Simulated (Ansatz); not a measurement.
**Geometry relaxation of Be (part 1 of 2)**

- system: Be (defect cell, 17 atoms in the cell)
- method: DFT PBEsol, scalar-relativistic, plane waves, PAW, no spin polarisation (Ansatz 0.2.0)

It belongs to a series of runs on one base structure; here: start relaxed. Figures and captions count atoms from 1; the log counts them from 0 in places.

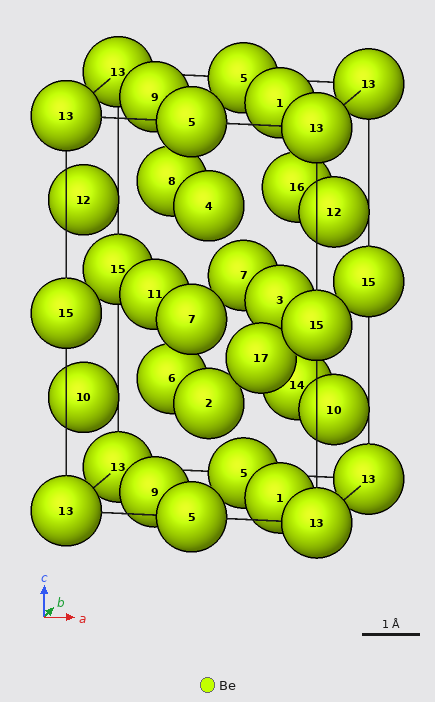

**Figure 1.** The starting structure (spheres-only view of the cell of the calculation, seen slightly off an axis; atoms are numbered from 1 in the order of the input).

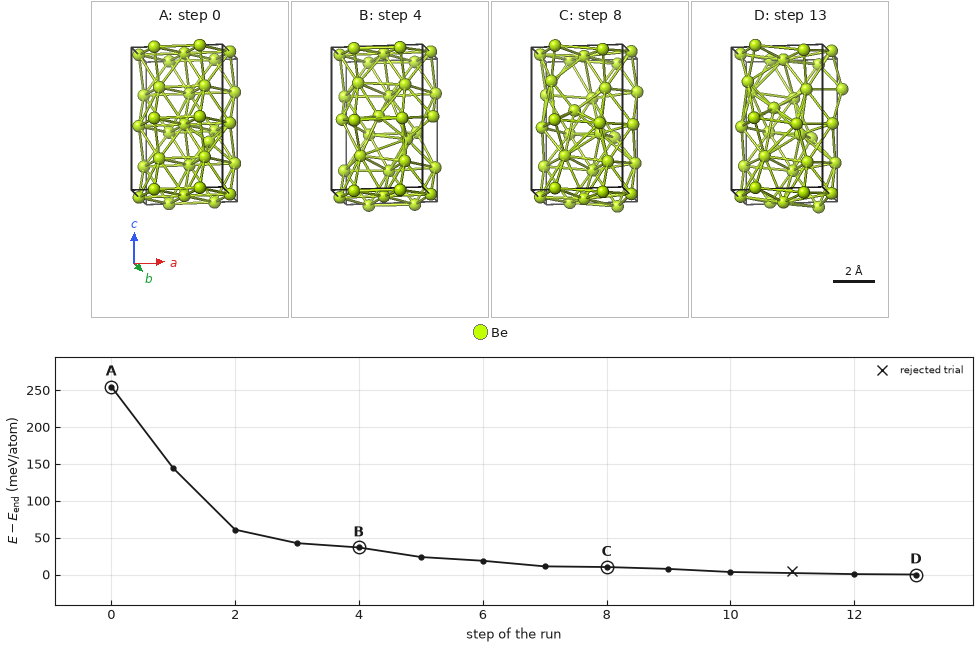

**Figure 2.** Frames of the relaxation (ball-and-stick view of the cell of the calculation (origin shifted), seen at an oblique angle) above the curves, on which the letters mark them (the first geometry is step 0 here and step 1 in the log).

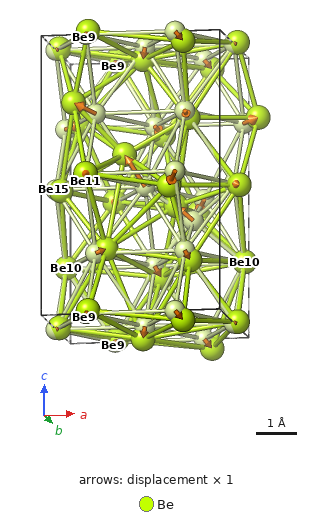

**Figure 3.** Start (faint) and end (solid) with the displacements as orange arrows, at true length (ball-and-stick view of the cell of the calculation (origin shifted), seen at an oblique angle). The energy falls by 255 meV per atom in 13 geometry steps. The largest force component goes from 5.4 to 0.024 eV/Å. The line search rejected the trial step at point 11 (counted from 0) and went back. Be7 moves most: 0.96 Å. The cell stays as it was. Distances before and after: Be2–Be7 2.229 → 3.397 Å, Be7–Be14 2.229 → 3.328 Å, Be7–Be12 3.196 → 2.100 Å, Be3–Be12 2.229 → 3.231 Å. New bonds form: Be3–Be17 (2.77 → 2.02 Å), Be7–Be12 (3.20 → 2.10 Å). Bonds break: Be2–Be7 (2.23 → 3.40 Å), Be3–Be12 (2.23 → 3.23 Å), Be7–Be14 (2.23 → 3.33 Å). Among the angles that change: Be3–Be17–Be14 173.7° → 124.7°, Be2–Be17–Be15 172.0° → 125.0°, Be2–Be17–Be7 89.8° → 124.9°. (Atoms are counted from 1 in the order of the input.)

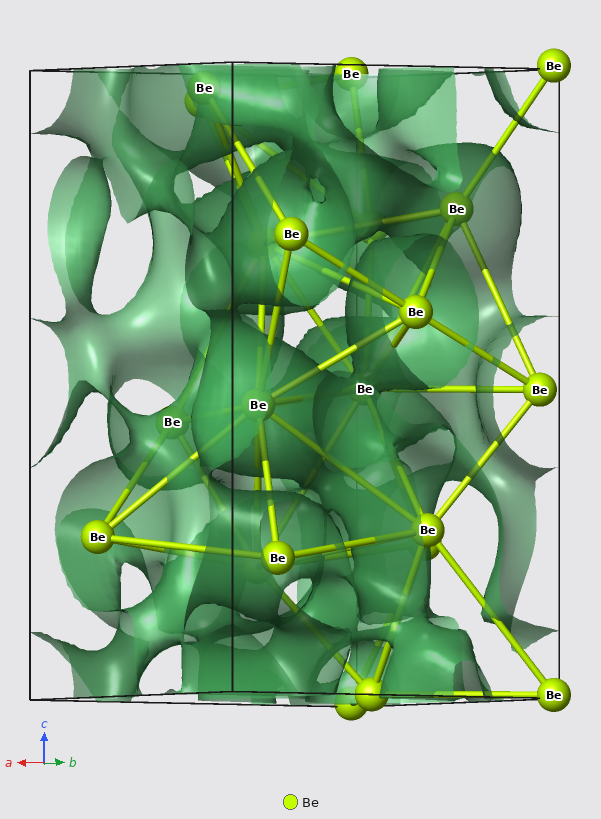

**Figure 4.** Isosurface of the electron localisation function at 0.55 (green), seen at an oblique angle. Core shells and regions of very low density are left out. Sticks mark near contacts. The outline is the calculation cell. The ELF exceeds this value in one network that runs through the whole crystal, counted in one cell of 17 atoms.  Values along the shortest contacts: Be–Be (1.87 Å): the ELF peaks at about 0.70 between the atoms. Be–Be (1.93 Å): the ELF peaks at about 0.70 between the atoms. The fields are those of the smooth PAW valence density.

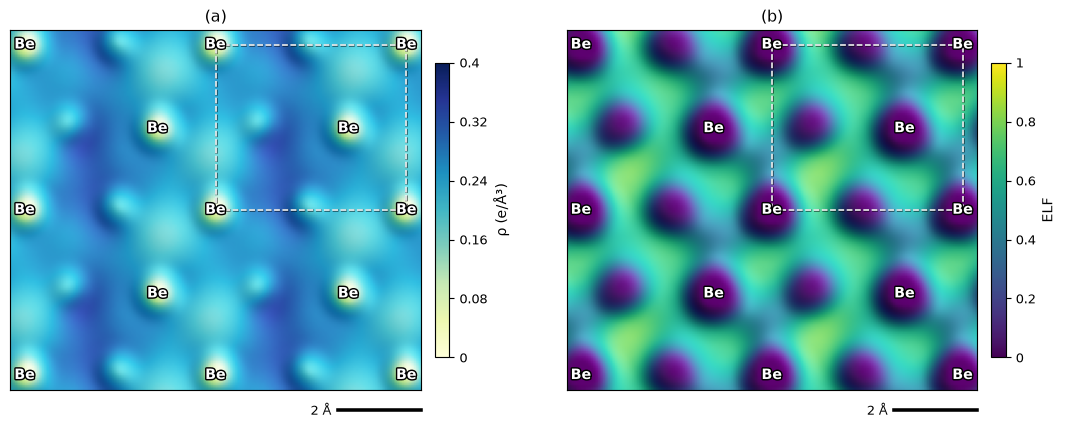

**Figure 5.** (a) valence charge density (pseudo); (b) ELF on the (001) plane of the calculation cell. The section cuts through Be sites. Away from the nuclei the density in this plane falls to 0.18 e/Å³ at its lowest.

The input and output of the run follow.

The input:
```yaml
accuracy: low
crystal:
  lattice:
    - [-2.29, -3.966396, 0.0]
    - [3.435, -1.983198, 0.0]
    - [0.0, 0.0, 7.17686]
  atoms:
    - { symbol: Be, position: [0.75, 0.5, 0.0] }
    - { symbol: Be, position: [0.5, 0.3333333, 0.25] }
    - { symbol: Be, position: [0.75, 0.5, 0.5] }
    - { symbol: Be, position: [0.5, 0.3333333, 0.75] }
    - { symbol: Be, position: [0.5, 0.0, 0.0] }
    - { symbol: Be, position: [0.25, 0.8333333, 0.25] }
    - { symbol: Be, position: [0.5, 0.0, 0.5] }
    - { symbol: Be, position: [0.25, 0.8333333, 0.75] }
    - { symbol: Be, position: [0.25, 0.5, 0.0] }
    - { symbol: Be, position: [0.0, 0.3333333, 0.25] }
    - { symbol: Be, position: [0.25, 0.5, 0.5] }
    - { symbol: Be, position: [0.0, 0.3333333, 0.75] }
    - { symbol: Be, position: [0.0, 0.0, 0.0] }
    - { symbol: Be, position: [0.75, 0.8333333, 0.25] }
    - { symbol: Be, position: [0.0, 0.0, 0.5] }
    - { symbol: Be, position: [0.75, 0.8333333, 0.75] }
    - { symbol: Be, position: [0.742949, 0.1708632, 0.3903911] }
basis:
  ecutwfc: 420.0
kpoints:
  mp_grid: { grid: [3, 3, 2] }
hamiltonian:
  xc: pbesol
scf:
  occupations: { method: fermi_dirac, width: 0.1 }
  lower_state_search: "off"
relax:
  f_tol: 0.08
  max_steps: 25
  adjacent_minimum: "off"
output:
  write_density: true
  write_potential: true
  elf: true
  volumetric_format: npy
```

Launch command:
```bash
ansatz run input.yaml --threads 1 --pin off --max-ram 3072MiB --backend cpu --events-out ev --progress --plain --runs-dir out
```

What the program printed:
```
Engine: ansatz 0.2.0, x86_64-unknown-linux-gnu
Pseudopotentials: kind: paw
Pseudopotential: Be, paw, valence charge 2, recommended cutoff 420 eV (normal), Be.paw.azcp
Functional definition: PBEsol
  exchange = pbesol_x
  correlation = pbesol_c
Crystal: 17 atoms, lattice volume = 130.376 Å³
Basis set: ecut = 420 eV, 2561 PW (Γ), exchange–correlation on 64×54×96 points (8 copies of the dense FFT grid, shifted against one another)
Bands: 34, of which v1, the nominal top of the filled ones, is band 17 counted from 1 (16 counted from 0)
Symmetry: 1 space group operations
Space group: P1 (ITA 1), of the structure as read, at distance tolerance 5.1e-5 Å
k-points: 10 of 18 (time reversal used)
Non-local potential: Be, projectors of the file, l = 0: 2, l = 1: 2, l = 2: 1
PAW form: soft (Blöchl's): semilocal exchange-correlation on the pseudo side does not see the compensation charge
PAW frozen core: Be, regenerated for the run's functional, and the local potential with it (the file was generated under x = pbe(κ = 0.804, μ = 0.2195149727645171), c = pbe(β = 0.06672455060314922))
PAW one-centre angular grid: Be, 110 points (default); XC on 64 Gauss nodes
Initial density: superposition of atomic densities (neutral atoms: chi_scale 0, normalization atom), corrected by the library's trained network
Initial wavefunctions: pseudopotential atomic-orbital guess
Functional: x = pbesol(κ = 0.804, μ = 0.12345679012345678), c = pbesol(β = 0.046)
SCF iter   1: F=—  HF=-1527.540948 eV  |F-HF|=—  |Δ(HF+E_count)|=         —  Δρ=6.93e-3  dr2=1.76e-1  ethr=1.77e-3  ⟨swp⟩=7.6  Hψ=2191  notcnv=0  defer=20
preconditioner: auto → Kerker (q_TF=auto, 2.181 Å⁻¹)  [metal: Δε(μ)=0.187 eV  Ē_g=9.367 eV  σ=0.100 eV  W_gap=0.40  n_scr=20 (ndim 8)  ℏωp=19.0 eV  f_vac=0.000  D(μ)=2.98/eV (n_scr^D=16)]
SCF iter   2: F=—  HF=-1527.512925 eV  |F-HF|=—  |Δ(HF+E_count)|=   2.80e-2  Δρ=3.75e-3  dr2=6.07e-2  ethr=5.18e-4  ⟨swp⟩=1.0  Hψ=420  notcnv=0  defer=25
SCF iter   3: F=—  HF=-1527.499367 eV  |F-HF|=—  |Δ(HF+E_count)|=   1.36e-2  Δρ=4.29e-4  dr2=9.90e-4  ethr=1.79e-4  ⟨swp⟩=2.2  Hψ=400  notcnv=0  defer=25
SCF iter   4: F=—  HF=-1527.499193 eV  |F-HF|=—  |Δ(HF+E_count)|=   1.74e-4  Δρ=8.32e-5  dr2=8.05e-6  ethr=2.91e-6  ⟨swp⟩=2.0  Hψ=365  notcnv=0  defer=25
iter 5 did not close the SCF: its close was put off for the readings that it lacked (scf_convergence_deferred on its scf_iter line)
SCF iter   5: F=-1527.499192 eV  HF=-1527.499192 eV  |F-HF|=8.41e-8  |Δ(HF+E_count)|=   1.37e-6  Δρ=1.07e-5  dr2=1.69e-7  ethr=2.37e-8  ⟨swp⟩=2.3  Hψ=483  notcnv=0  defer=30
SCF iter   6: F=-1527.499192 eV  HF=-1527.499192 eV  |F-HF|=1.63e-9  |Δ(HF+E_count)|=   4.29e-8  Δρ=1.31e-6  dr2=2.66e-9  ethr=4.96e-10  ⟨swp⟩=5.0  Hψ=1490  notcnv=0
SCF 1 converged in 6 iterations: F = -1527.499192 eV  dr2 = 2.66e-9
  greatest PAW one-centre occupation: 0.630 electrons in one spin orbital (limit 2), on the Be atom at site 16 (counted from 0), in its partial waves of l = 0
relax step   1: F+E_penalty+E_count = -1527.49919171 eV  Δ(F+E_penalty+E_count) = +0.000e0 eV  max|allowed force component| = 5.380e0 eV/Å  Δτ_max = 0.0000 Å  (6 SCF iters, dr2 threshold 1.00e-4 eV, accepted)
Initial density: handed on by an earlier stage of this run
Initial wavefunctions: those handed on with the density
SCF iter   1: F=—  HF=-1529.725750 eV  |F-HF|=—  |Δ(HF+E_count)|=         —  Δρ=1.86e-2  dr2=1.58e0  ethr=3.10e-3  ⟨swp⟩=4.1  Hψ=1192  notcnv=0  defer=6
preconditioner: auto → Kerker (q_TF=auto, 2.181 Å⁻¹)  [metal: Δε(μ)=0.127 eV  Ē_g=9.314 eV  σ=0.100 eV  W_gap=0.29  n_scr=20 (ndim 8)  ℏωp=19.0 eV  f_vac=0.000  D(μ)=3.07/eV (n_scr^D=16)]
SCF iter   2: F=—  HF=-1529.443072 eV  |F-HF|=—  |Δ(HF+E_count)|=   2.83e-1  Δρ=7.73e-3  dr2=2.97e-1  ethr=3.10e-3  ⟨swp⟩=1.8  Hψ=434  notcnv=0  defer=11
SCF iter   3: F=—  HF=-1529.380020 eV  |F-HF|=—  |Δ(HF+E_count)|=   6.31e-2  Δρ=1.09e-3  dr2=2.55e-3  ethr=8.75e-4  ⟨swp⟩=2.5  Hψ=483  notcnv=0  defer=34
SCF iter   4: F=—  HF=-1529.379342 eV  |F-HF|=—  |Δ(HF+E_count)|=   6.79e-4  Δρ=1.05e-4  dr2=3.04e-5  ethr=7.50e-6  ⟨swp⟩=2.5  Hψ=526  notcnv=0  defer=38
SCF iter   5: F=-1529.379335 eV  HF=-1529.379336 eV  |F-HF|=7.82e-7  |Δ(HF+E_count)|=   6.08e-6  Δρ=2.55e-5  dr2=1.28e-6  ethr=8.95e-8  ⟨swp⟩=8.0  Hψ=1574  notcnv=0
SCF 2 converged in 5 iterations: F = -1529.379335 eV  dr2 = 1.28e-6
  greatest PAW one-centre occupation: 0.581 electrons in one spin orbital (limit 2), on the Be atom at site 16 (counted from 0), in its partial waves of l = 0
relax step   2: F+E_penalty+E_count = -1529.37933481 eV  Δ(F+E_penalty+E_count) = -1.880e0 eV  max|allowed force component| = 2.982e0 eV/Å  Δτ_max = 0.0995 Å  (5 SCF iters, dr2 threshold 1.00e-4 eV, accepted)
SCF iter   1: F=—  HF=-1531.390402 eV  |F-HF|=—  |Δ(HF+E_count)|=         —  Δρ=2.40e-2  dr2=2.30e0  ethr=3.10e-3  ⟨swp⟩=4.2  Hψ=1268  notcnv=0  defer=8
preconditioner: auto → Resta (q_TF=auto, 2.181 Å⁻¹)  ε∞=5.1  [insulator: Δε(μ)=0.306 eV  Ē_g=9.318 eV  σ=0.100 eV  W_gap=0.52  n_scr=20 (ndim 8)  ℏωp=19.0 eV  f_vac=0.000  D(μ)=2.21/eV (n_scr^D=12)  ε∞_Penn≈5.1]
SCF iter   2: F=—  HF=-1530.853846 eV  |F-HF|=—  |Δ(HF+E_count)|=   5.37e-1  Δρ=8.04e-3  dr2=1.76e-1  ethr=3.10e-3  ⟨swp⟩=2.6  Hψ=618  notcnv=0  defer=50
preconditioner: auto → Kerker (q_TF=auto, 2.181 Å⁻¹)  [metal: Δε(μ)=0.212 eV  Ē_g=9.305 eV  σ=0.100 eV  W_gap=0.47  n_scr=20 (ndim 8)  ℏωp=19.0 eV  f_vac=0.000  D(μ)=2.63/eV (n_scr^D=16)]
SCF iter   3: F=—  HF=-1530.804444 eV  |F-HF|=—  |Δ(HF+E_count)|=   4.94e-2  Δρ=2.40e-3  dr2=2.76e-2  ethr=5.18e-4  ⟨swp⟩=2.6  Hψ=458  notcnv=0  defer=51
SCF iter   4: F=—  HF=-1530.798417 eV  |F-HF|=—  |Δ(HF+E_count)|=   6.03e-3  Δρ=3.24e-4  dr2=2.52e-4  ethr=8.11e-5  ⟨swp⟩=1.5  Hψ=386  notcnv=0  defer=51
SCF iter   5: F=-1530.798331 eV  HF=-1530.798335 eV  |F-HF|=3.59e-6  |Δ(HF+E_count)|=   8.23e-5  Δρ=4.64e-5  dr2=5.17e-6  ethr=2.94e-7  ⟨swp⟩=6.5  Hψ=1793  notcnv=0
SCF 3 converged in 5 iterations: F = -1530.798331 eV  dr2 = 5.17e-6
  greatest PAW one-centre occupation: 0.498 electrons in one spin orbital (limit 2), on the Be atom at site 16 (counted from 0), in its partial waves of l = 0
relax step   3: F+E_penalty+E_count = -1530.79833146 eV  Δ(F+E_penalty+E_count) = -1.419e0 eV  max|allowed force component| = 8.349e-1 eV/Å  Δτ_max = 0.2000 Å  (5 SCF iters, dr2 threshold 1.00e-4 eV, accepted)
iter 1 solved again at ethr=2.14e-3 eV; its pass at ethr=3.10e-3 eV (dr2=7.28e-1 eV) is discarded
SCF iter   1: F=—  HF=-1531.311201 eV  |F-HF|=—  |Δ(HF+E_count)|=         —  Δρ=1.43e-2  dr2=7.27e-1  ethr=2.14e-3  ⟨swp⟩=1.0  Hψ=1690  notcnv=0  defer=15
preconditioner: auto → Resta (q_TF=auto, 2.181 Å⁻¹)  ε∞=5.1  [insulator: Δε(μ)=0.352 eV  Ē_g=9.341 eV  σ=0.100 eV  W_gap=0.67  n_scr=20 (ndim 8)  ℏωp=19.0 eV  f_vac=0.000  D(μ)=1.52/eV (n_scr^D=4)  ε∞_Penn≈5.1]
SCF iter   2: F=—  HF=-1531.140401 eV  |F-HF|=—  |Δ(HF+E_count)|=   1.71e-1  Δρ=6.18e-3  dr2=8.99e-2  ethr=2.14e-3  ⟨swp⟩=2.4  Hψ=419  notcnv=0  defer=15
SCF iter   3: F=—  HF=-1531.110814 eV  |F-HF|=—  |Δ(HF+E_count)|=   2.96e-2  Δρ=1.43e-3  dr2=3.86e-3  ethr=2.64e-4  ⟨swp⟩=2.3  Hψ=472  notcnv=0  defer=48
SCF iter   4: F=—  HF=-1531.109625 eV  |F-HF|=—  |Δ(HF+E_count)|=   1.19e-3  Δρ=2.89e-4  dr2=1.31e-4  ethr=1.14e-5  ⟨swp⟩=2.0  Hψ=483  notcnv=0  defer=61
SCF iter   5: F=-1531.109582 eV  HF=-1531.109583 eV  |F-HF|=1.32e-6  |Δ(HF+E_count)|=   4.13e-5  Δρ=3.07e-5  dr2=2.03e-6  ethr=1.61e-7  ⟨swp⟩=6.0  Hψ=1693  notcnv=0
SCF 4 converged in 5 iterations: F = -1531.109582 eV  dr2 = 2.03e-6
[...]
  greatest PAW one-centre occupation: 0.454 electrons in one spin orbital (limit 2), on the Be atom at site 16 (counted from 0), in its partial waves of l = 0
relax step   4: F+E_penalty+E_count = -1531.10958192 eV  Δ(F+E_penalty+E_count) = -3.113e-1 eV  max|allowed force component| = 5.322e-1 eV/Å  Δτ_max = 0.2000 Å  (5 SCF iters, dr2 threshold 5.46e-5 eV, accepted)
preconditioner: auto → Kerker (q_TF=auto, 2.181 Å⁻¹)  [metal: Δε(μ)=0.218 eV  Ē_g=9.323 eV  σ=0.100 eV  W_gap=0.49  n_scr=20 (ndim 8)  ℏωp=19.0 eV  f_vac=0.000  D(μ)=2.01/eV (n_scr^D=10)]
preconditioner: auto → Resta (q_TF=auto, 2.181 Å⁻¹)  ε∞=5.1  [insulator: Δε(μ)=0.235 eV  Ē_g=9.323 eV  σ=0.100 eV  W_gap=0.52  n_scr=20 (ndim 8)  ℏωp=19.0 eV  f_vac=0.000  D(μ)=1.97/eV (n_scr^D=10)  ε∞_Penn≈5.1]
  greatest PAW one-centre occupation: 0.446 electrons in one spin orbital (limit 2), on the Be atom at site 16 (counted from 0), in its partial waves of l = 0
relax step   5: F+E_penalty+E_count = -1531.20929413 eV  Δ(F+E_penalty+E_count) = -9.971e-2 eV  max|allowed force component| = 2.422e-1 eV/Å  Δτ_max = 0.0559 Å  (4 SCF iters, dr2 threshold 2.22e-5 eV, accepted)
preconditioner: auto → Kerker (q_TF=auto, 2.181 Å⁻¹)  [metal: Δε(μ)=0.140 eV  Ē_g=9.353 eV  σ=0.100 eV  W_gap=0.30  n_scr=20 (ndim 8)  ℏωp=19.0 eV  f_vac=0.000  D(μ)=2.46/eV (n_scr^D=16)]
  greatest PAW one-centre occupation: 0.450 electrons in one spin orbital (limit 2), on the Be atom at site 6 (counted from 0), in its partial waves of l = 0
relax step   6: F+E_penalty+E_count = -1531.42962226 eV  Δ(F+E_penalty+E_count) = -2.203e-1 eV  max|allowed force component| = 4.571e-1 eV/Å  Δτ_max = 0.2000 Å  (5 SCF iters, dr2 threshold 1.22e-5 eV, accepted)
preconditioner: auto → Kerker (q_TF=auto, 2.181 Å⁻¹)  [metal: Δε(μ)=0.065 eV  Ē_g=9.360 eV  σ=0.100 eV  W_gap=0.16  n_scr=20 (ndim 8)  ℏωp=19.0 eV  f_vac=0.000  D(μ)=2.38/eV (n_scr^D=16)]
  greatest PAW one-centre occupation: 0.455 electrons in one spin orbital (limit 2), on the Be atom at site 6 (counted from 0), in its partial waves of l = 0
relax step   7: F+E_penalty+E_count = -1531.51581443 eV  Δ(F+E_penalty+E_count) = -8.619e-2 eV  max|allowed force component| = 5.127e-1 eV/Å  Δτ_max = 0.0791 Å  (4 SCF iters, dr2 threshold 4.33e-5 eV, accepted)
preconditioner: auto → Kerker (q_TF=auto, 2.181 Å⁻¹)  [metal: Δε(μ)=0.246 eV  Ē_g=9.379 eV  σ=0.100 eV  W_gap=0.50  n_scr=20 (ndim 8)  ℏωp=19.0 eV  f_vac=0.000  D(μ)=1.98/eV (n_scr^D=10)]
  greatest PAW one-centre occupation: 0.452 electrons in one spin orbital (limit 2), on the Be atom at site 6 (counted from 0), in its partial waves of l = 0
```
